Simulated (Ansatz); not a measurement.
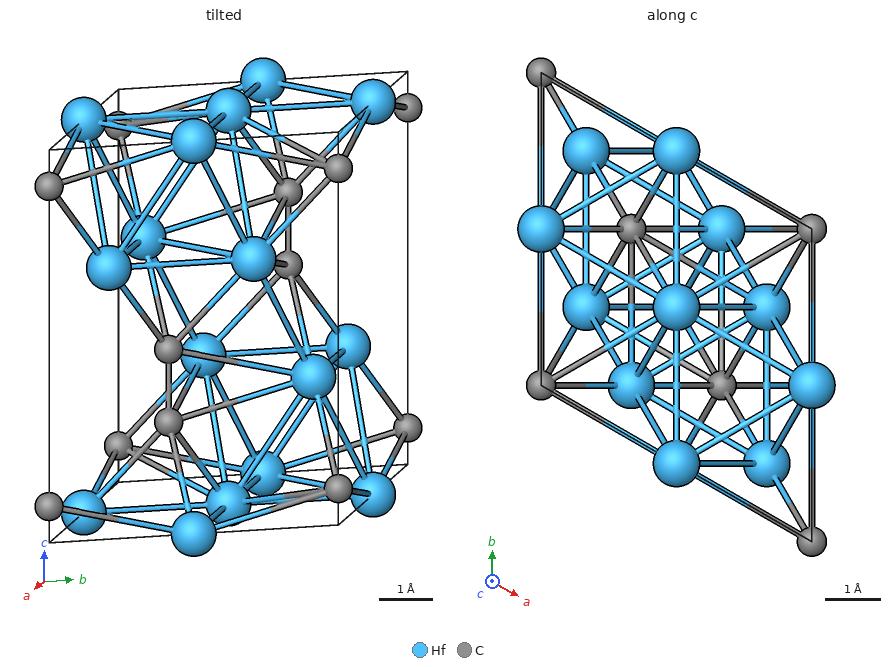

This ball-and-stick model is shown slightly off an axis and along the c axis. Lines trace the edges of the conventional unit cell. Cell: a = 5.76 Å, b = 5.76 Å, c = 7.66 Å, α = 90.00°, β = 90.00°, γ = 120.00°.

Provenance: a random cell made by a generator, so it need not be a real form of the compound. Earlier steps of the study may have refined or changed the cell and positions. A calculation with Ansatz used it as input.

> Describe the crystal.

The solid is Hf3C2. It belongs to space group R-3m (No. 166) and has a rhombohedral (trigonal R) lattice. Cell content: 9 Hf, 6 C, that is 3 formula units. The neighbours of Hf are eight Hf and six C (about 2.9 to 3.0 Å to Hf, 2.5 to 3.0 Å to C). C bonds to nine Hf and one C (about 2.5 to 3.0 Å to Hf, 1.4 Å to C). The bonds build a three-dimensional framework.

Method used: DFT PBE, scalar-relativistic, plane waves, PAW (Ansatz 0.2.0). It ran with a plane-wave cutoff of 420 eV, k-points about 0.13 Å⁻¹ apart, Gaussian smearing of 0.1 eV, no spin polarisation.

> Is the electronic structure metallic or gapped?

A metal: bands cross the Fermi level.

> What does a Bader analysis give?

Hf +0.77 e; C -1.16 e.

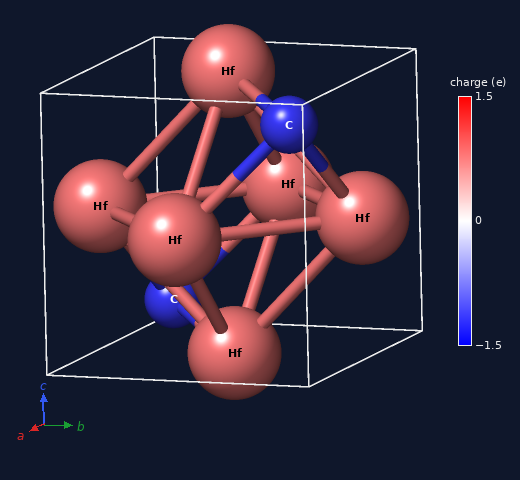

The atoms coloured by those charges. The run's cell of 5 atoms is drawn, so axes and origin can differ from the first picture.

> Is this an equilibrium geometry for the method given?

Yes. The largest force is 0.01 eV/Å. The pressure is 0.0 GPa, close to zero.
